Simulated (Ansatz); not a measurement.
## TiSi₂: molecular dynamics (part 3 of 3)

Continued. System: TiSi₂ (P1, 24 atoms in the cell). Method: DFT PBEsol, scalar-relativistic, plane waves, PAW, PAW set soft_1, no spin polarisation (Ansatz 0.2.0); cutoff 420 eV, 3×2×2 k-mesh, Fermi–Dirac smearing of 0.17 eV. The structure derives from a Materials Project entry. It belongs to a series of runs on one base structure; here: dynamics from the last frame of the run before.

Geometry of the input (Å; fractional positions):
```
4.8574  0.0000  0.0000
0.0000  8.3701  0.0000
0.0000  0.0000  8.6656
Ti 0.5298  0.5206  0.5299
Ti 0.7879  0.7144  0.7974
Si 0.5321  0.8132  0.5058
Si 0.5844  0.1569  0.5358
Si 0.3325  0.0691  0.2884
Si 0.2214  0.3966  0.3007
Ti -0.0232  0.0117  0.5204
Ti 0.2891  0.2281  0.7728
Si 0.0070  0.3430  0.5422
Si 0.0219  0.6430  0.5268
Si 0.7755  0.6288  0.2873
Si 0.8485  0.9240  0.2793
Ti 0.0190  0.5099  0.0286
Ti 0.2696  0.7220  0.2861
Si 0.0230  0.8245  0.0355
Si 0.0333  0.1882  0.0297
Si 0.7938  0.1111  0.8062
Si 0.7568  0.3984  0.8289
Ti 0.4811  -0.0167  0.0011
Ti 0.7821  0.2300  0.2731
Si 0.5406  0.3772  0.0607
Si 0.4622  0.6944  0.0246
Si 0.2656  0.5405  0.7555
Si 0.3345  0.9163  0.7510
```

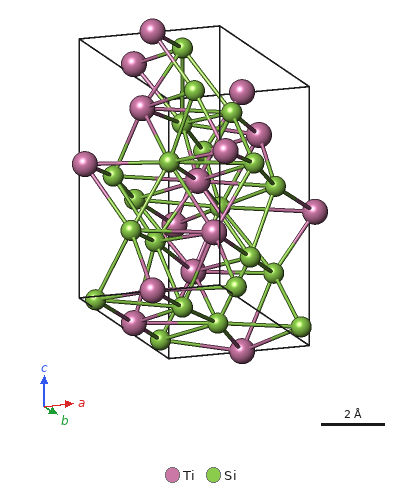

The geometry at step 94 of the log (ball-and-stick view of the cell of the calculation, seen at an oblique angle).

## Trajectory as extended XYZ, continued
```
24
Lattice="4.8876 0.0000 0.0000 0.0000 8.4221 0.0000 0.0000 0.0000 8.7195" Properties=species:S:1:pos:R:3:forces:R:3 step=38 time_fs=76.0 energy=-29745.44201 temperature=1359.3 pressure_GPa=-3.26
Ti    2.6729    4.2727    4.5546    0.2351  -0.4096   1.8277
Ti    3.7653    6.1845    6.6321    1.0790   0.1955   0.9171
Si    2.7166    7.0268    4.5567   -0.6258   0.4647  -0.4954
Si    2.7049    1.3743    4.5123   -0.4866  -0.6261   0.5143
Si    1.0999    0.7336    2.2439    1.7719  -0.1608  -0.2264
Si    1.4080    3.3893    2.7244   -1.1062  -0.4395  -1.3036
Ti    0.2071   -0.0698    4.5506    0.6144   1.5030   0.4121
Ti    1.6518    1.7761    6.9183   -0.8785   1.1236  -1.4585
Si    0.1633    2.9244    4.8650    0.0376  -0.4232  -0.2319
Si    0.2562    5.8985    4.4935   -0.2897  -2.2499   0.3442
Si    3.5834    4.6945    2.3115    1.8246   0.8525  -0.0966
Si    4.1227    7.4334    2.4330   -1.5817   0.0463  -0.9406
Ti    0.2868    4.0684    0.4125   -0.0361   1.6616  -1.1493
Ti    1.5076    6.1568    2.3693   -0.3885   0.8910  -0.5436
Si    0.1675    7.1891    0.0026   -0.4081  -0.8407   2.1103
Si    0.0451    1.6511    0.0161    0.3250  -1.2472   1.7544
Si    4.1730    0.6146    6.7904   -1.5519   0.0969  -0.8335
Si    3.4599    3.4249    7.0139    1.7919   1.0525  -0.6493
Ti    2.7083    0.1537    0.0828   -0.5980  -1.3522   1.3955
Ti    3.8157    2.0182    2.3641    1.3350  -0.4448   1.8298
Si    2.7978    2.9479    0.5505   -2.2168  -0.2086  -2.0349
Si    2.6578    5.6199    0.0875   -0.4096  -0.0980   0.5385
Si    1.2395    4.6180    6.7398   -0.1482   0.5819  -0.0881
Si    1.3248    7.4892    6.8145    1.7112   0.0309  -1.5922
24
Lattice="4.8824 0.0000 0.0000 0.0000 8.4132 0.0000 0.0000 0.0000 8.7102" Properties=species:S:1:pos:R:3:forces:R:3 step=56 time_fs=112.0 energy=-29747.19123 temperature=1355.3 pressure_GPa=-4.83
Ti    2.6624    4.1665    4.6478   -0.5477  -0.8703   0.0782
Ti    3.8532    6.1625    6.6414   -0.1563   0.9539  -0.4673
Si    2.4015    6.7560    4.4389    0.5614   1.0662   0.9410
Si    2.3889    1.3778    4.5880    1.6051  -0.3948  -1.3502
Si    1.2624    0.5920    1.9680    0.3151   0.1556   1.8044
Si    1.2082    3.5150    2.5462    0.2656  -0.1835  -0.4282
Ti    0.0954    0.0808    4.5613    1.0382  -1.7450  -1.6100
Ti    1.5235    1.8013    6.8118   -0.9619   2.0996  -0.3014
Si    0.1732    2.6700    4.6524   -0.5429   0.6667   0.2379
Si    0.0608    5.5793    4.3624    0.2144  -0.1368   0.1492
Si    3.5115    4.7317    2.3546    1.3564  -0.1137  -0.3591
Si    3.8118    7.3987    2.3810    0.2387   0.9092  -0.2078
Ti    0.2013    4.3001    0.2563    0.0830  -0.7579   0.6122
Ti    1.4907    6.2663    2.1679   -1.8499  -0.0133   0.7325
Si    0.0604    7.2579    0.0927    1.2311  -1.1113   0.1056
Si    0.0496    1.4260    0.0855   -0.0133   0.3548   0.0962
Si    3.9140    0.5736    6.6361   -0.3077   0.4421  -0.0193
Si    3.7984    3.4551    7.0016   -0.1459  -0.1523  -1.7394
Ti    2.6977   -0.0090   -0.0536   -0.8341  -0.0112   2.3947
Ti    3.8347    2.0153    2.3441   -0.3486  -0.1401   0.6256
Si    2.5760    2.8862    0.2510   -0.2864  -0.5509   0.5670
Si    2.8251    5.6365    0.1239   -1.2525  -0.2080  -0.0670
Si    1.1869    4.7838    6.7414    1.2977   0.2057  -0.7502
Si    1.5278    7.5545    6.7125   -0.9597  -0.4648  -1.0446
24
Lattice="4.8339 0.0000 0.0000 0.0000 8.3296 0.0000 0.0000 0.0000 8.6237" Properties=species:S:1:pos:R:3:forces:R:3 step=75 time_fs=150.0 energy=-29746.83475 temperature=1247.3 pressure_GPa=-0.04
Ti    2.6332    3.9674    4.4173   -1.3522   0.8740   1.3037
Ti    3.9622    6.1543    6.7878   -1.5404  -1.0980  -2.8137
Si    2.3762    6.6064    4.4927    0.8278   0.7834  -0.2570
Si    2.5759    1.2292    4.4790    0.1341  -0.2680   0.1754
Si    1.1794    0.6545    2.3470    0.7941   0.6194  -1.1531
Si    1.0288    3.4922    2.5405    1.0107  -0.1984  -0.8589
Ti    0.2450   -0.0149    4.4891   -1.2003  -0.7307   0.0999
Ti    1.4154    1.9485    6.5811    0.0096  -0.0856  -0.1085
Si    0.0174    2.7873    4.7155    0.7739  -0.6649  -1.0774
Si    0.0248    5.5736    4.3932    0.4707  -0.2685   0.1181
Si    3.6727    4.8931    2.3721    0.5001  -0.2738  -0.4755
Si    3.6127    7.5241    2.3256    0.5929   0.9119   0.1194
Ti    0.3143    4.4401    0.1936   -2.0085  -2.6418   1.6260
Ti    1.3898    6.2543    2.0863   -1.2855  -0.0645   2.8517
Si    0.0307    6.9925    0.1579    1.2853   1.4798   0.7538
Si    0.1414    1.3865   -0.0261   -0.6924   0.1095   1.7077
Si    3.8872    0.3635    6.6744   -0.0555   1.4091  -1.1999
Si    3.7489    3.4147    6.7129    0.4038   0.0050   0.3314
Ti    2.4976    0.0070   -0.0118    0.2131  -0.1489   2.4180
Ti    3.6375    2.1552    2.4646    0.6434  -0.6232  -1.7023
Si    2.4183    2.8484    0.0254    0.7534  -0.4637   1.6583
Si    2.7913    5.5234    0.2608   -1.1634  -0.1757  -0.8923
Si    1.4127    4.6517    6.8421    1.2962   0.7101  -2.9232
Si    1.4830    7.3253    6.5786   -0.4109   0.8035   0.2984
24
Lattice="4.7998 0.0000 0.0000 0.0000 8.2709 0.0000 0.0000 0.0000 8.5629" Properties=species:S:1:pos:R:3:forces:R:3 step=94 time_fs=188.0 energy=-29746.63219 temperature=1555.1 pressure_GPa=3.28
Ti    2.5174    4.1429    4.6498    1.0870  -1.6406  -2.3071
Ti    3.8923    6.0808    6.5138   -1.1316   1.2492   3.3435
Si    2.3579    6.6367    4.4036    1.2368   1.5082   1.7263
Si    2.6584    1.1382    4.5305   -0.3678   0.9859  -0.5972
Si    1.4993    0.7309    2.2749   -0.5906   0.8948   0.3473
Si    1.3013    3.5092    2.5971    0.4228  -0.3700  -1.4099
Ti    0.1621    0.0925    4.4320    1.4170  -1.6793   0.0861
Ti    1.4446    1.9201    6.6090   -0.0500   0.6178   0.7565
Si    0.1912    2.6332    4.6511   -0.3862   0.6098  -1.0785
Si   -0.1011    5.4048    4.5786    2.7817  -0.3406  -3.4438
Si    4.0130    4.9443    2.1908   -1.3349   0.2217   2.2217
Si    3.7872    7.7205    2.3498   -0.0424  -0.6383  -0.4978
Ti    0.2807    4.2932    0.1809   -0.6150  -1.2871  -0.1274
Ti    1.5421    6.3787    2.2767   -2.2175  -1.5786  -0.2343
Si    0.2093    6.9500    0.2804   -0.2281   0.1637  -1.1937
Si    0.0633    1.3510    0.2610    0.6695   0.1616  -1.1887
Si    3.8218    0.3001    6.5826    0.4415   1.9527   0.1448
Si    3.9301    3.4655    6.6190    0.0022  -0.7647   0.7400
Ti    2.5009    0.0124    0.0257    0.9232   0.4113   2.0097
Ti    3.8406    2.0802    2.3307   -0.7598   0.7713   0.9267
Si    2.4028    3.0349    0.2169    1.5064  -1.4596   0.3285
Si    2.6633    5.5915    0.2845    0.4376  -0.0134  -0.9733
Si    1.7519    4.7745    6.7667   -2.2560   0.0798   0.5095
Si    1.5028    7.4356    6.5182   -0.9455   0.1445  -0.0889
24
Lattice="4.8044 0.0000 0.0000 0.0000 8.2788 0.0000 0.0000 0.0000 8.5711" Properties=species:S:1:pos:R:3:forces:R:3 step=112 time_fs=224.0 energy=-29747.24970 temperature=1612.4 pressure_GPa=2.65
Ti    2.5870    4.1657    4.4668    1.3780  -0.0302   0.2451
Ti    3.9044    6.0879    6.6211   -0.9255  -0.5459  -0.3066
Si    2.4048    6.9562    4.6014    1.3154  -0.4203  -0.5098
Si    2.6589    1.3635    4.4502    0.3505   0.0062   0.0488
Si    1.6935    1.0687    2.1939   -2.0060  -2.6185   0.8221
Si    1.5325    3.3295    2.2663   -1.1074   2.2791   0.9626
Ti    0.2679    0.1373    4.4082    0.1560  -0.5662   0.4489
Ti    1.5928    1.8165    6.7051   -1.3194   2.0448  -0.7360
Si    0.3115    2.8304    4.5718    0.0708  -0.1962  -0.4426
Si    0.3156    5.3689    4.3375   -0.5603   0.4435   1.0641
Si    3.9105    4.9704    2.3258    0.2418  -0.4965   0.7233
Si    3.8232    7.7536    2.3979   -0.2013  -0.9589  -0.4709
Ti    0.0421    4.2087   -0.0330    1.7695  -0.4988   3.8389
Ti    1.5133    6.3025    2.2954   -1.1358   0.3811   0.5801
Si    0.0745    7.0996    0.1724    0.6755  -0.8006   0.5523
Si    0.1394    1.4921    0.2170    0.1917  -0.6336  -0.7471
Si    3.8457    0.3497    6.6534   -0.3362   1.5136  -0.3204
Si    3.9950    3.1682    6.6113   -1.3410   0.0211  -0.8486
Ti    2.5158   -0.0954    0.1515    0.7345   0.6936   0.3455
Ti    3.9086    2.0843    2.3532    0.5146   1.5214   0.2494
Si    2.4731    3.0508    0.2007    1.1051  -0.9889  -1.2511
Si    2.7435    5.4903    0.4239   -0.7784   0.7725  -2.4386
Si    1.5492    4.8809    6.8447    0.5380   0.1109  -1.7731
Si    1.2672    7.5873    6.6162    0.6695  -1.0332  -0.0364
24
Lattice="4.8027 0.0000 0.0000 0.0000 8.2759 0.0000 0.0000 0.0000 8.5681" Properties=species:S:1:pos:R:3:forces:R:3 step=131 time_fs=262.0 energy=-29747.10394 temperature=1147.4 pressure_GPa=2.64
Ti    2.7373    4.2118    4.3762    0.2857   0.0611   0.0385
Ti    3.9597    6.2628    6.6527   -1.3013  -0.4972  -0.7932
Si    2.4842    6.9117    4.5159    1.0991   0.0501  -0.0759
Si    2.8088    1.6367    4.5676   -0.5082  -1.5043  -0.8469
Si    1.5999    0.8837    2.3303   -0.7199  -0.3337  -0.2529
Si    1.5636    3.3881    2.3509   -0.7138   0.7725  -0.6902
Ti    0.3906    0.1833    4.3535   -1.6476  -0.5570   1.4289
Ti    1.4154    2.0557    6.6516   -0.4969   0.0216  -0.8562
Si    0.4660    2.9458    4.5044   -0.6119  -0.8751  -0.9233
Si    0.3888    5.3855    4.3585   -1.3683   1.3654   0.4498
Si    3.9354    4.9102    2.2964   -0.7430  -0.0934  -0.2238
Si    3.6291    7.5780    2.4096    0.8822   0.2726   0.2731
Ti    0.1608    4.1027    0.1684    0.3844   0.7542  -0.5829
Ti    1.3691    6.1449    2.2502    0.7840   1.5239   1.4224
Si   -0.0032    7.0573    0.3529    1.3261  -0.1855  -0.8106
Si    0.0260    1.3670    0.0844    1.5991   0.2547   2.1096
Si    3.6963    0.8996    6.7901    0.6025  -2.5004  -2.6005
Si    3.7979    3.1355    6.3520    0.3790   2.7344   1.8779
Ti    2.5788    0.1009    0.1666   -0.8665  -0.6694   0.6052
Ti    3.9252    2.1799    2.3910   -0.1365  -0.3850  -1.0386
Si    2.4046    2.8301    0.1520    1.5240   0.3577   0.4997
Si    2.5999    5.7249    0.3089    0.3426  -1.2758  -2.0975
Si    1.4392    4.6792    6.3456   -0.1323   1.0349   2.7317
Si    1.3816    7.6666    6.5862    0.0377  -0.3260   0.3557
24
Lattice="4.8169 0.0000 0.0000 0.0000 8.3003 0.0000 0.0000 0.0000 8.5934" Properties=species:S:1:pos:R:3:forces:R:3 step=150 time_fs=300.0 energy=-29747.82246 temperature=1346.3 pressure_GPa=0.69
Ti    2.7121    4.1250    4.3846   -1.0074   0.4402  -0.5427
Ti    3.8677    6.1880    6.4016    0.2062  -0.0933   2.6009
Si    2.5351    6.6139    4.5027   -0.7217   1.8770  -0.8695
Si    2.8658    1.4522    4.4201   -1.0878  -0.0742   0.1931
Si    1.7295    1.0007    2.3748   -1.6298  -1.4384  -0.5247
Si    1.5410    3.4867    2.2958   -0.8722   0.5812  -0.2913
Ti    0.2153    0.1235    4.4635    1.5102  -0.4594   0.3777
Ti    1.3753    1.9658    6.4383   -0.2489   0.2055   1.3538
Si    0.2659    2.9840    4.4330    0.3379  -0.5052  -0.0549
Si    0.1152    5.6055    4.2777    1.2595  -0.0019   0.3823
Si    3.9283    4.9385    2.2422   -0.4724   0.4646  -0.7350
Si    3.8755    7.5125    2.5761   -0.6503   0.3696  -2.1094
Ti    0.3006    4.1545    0.1922   -1.5762  -0.1049  -0.6419
Ti    1.5451    6.2141    2.1860   -0.7005   0.6230   0.6507
Si    0.2184    7.0346    0.1478   -0.5589  -0.1816  -0.3051
Si    0.1318    1.3419    0.2680    0.2669  -0.2376  -0.6895
Si    3.6693    0.7230    6.5430    1.0159  -0.4697   0.6170
Si    3.6426    3.3616    6.3969    1.5831  -0.3269   2.3138
Ti    2.5059   -0.0422    0.0984    1.3256   0.5719   0.7231
Ti    3.8402    2.4043    2.3276    1.0972  -2.2026  -0.9572
Si    2.4573    2.7356    0.1255    0.8551  -0.0737  -0.4773
Si    2.5841    5.5505    0.0036    0.6170  -0.1692   0.1691
Si    1.4109    4.5874    6.6491   -0.1659   1.0659  -1.1337
Si    1.4562    7.5069    6.5336   -0.3827   0.1397  -0.0494
```

## Summary

- outcome: finished
- mean temperature over the second half: 1375 K
- trajectory: 150 steps, 300 fs
- ensemble: npt_langevin
- temperature in the input: 1400.0 K
- time step: 2 fs
- space group of the start (tolerance 0.01 Å): P1 (1)
- electrons treated: 160
- potential energy (free energy of the electrons) (last step): −29747.8225 eV
- Fermi energy (last step): 12.166 eV
- pressure (without the kinetic term) (last step): −0.61 GPa
- largest force (length of the vector) (last step): 2.823 eV/Å
- wall time: 29 min (CPU time 57 min)
- peak memory: 1 GiB

The program warns: the PAW datasets were made with another functional. The input asks for low accuracy. So short a trajectory is not equilibrated. The logged temperature at the start can lie below the typed one, since it is counted over all degrees of freedom.
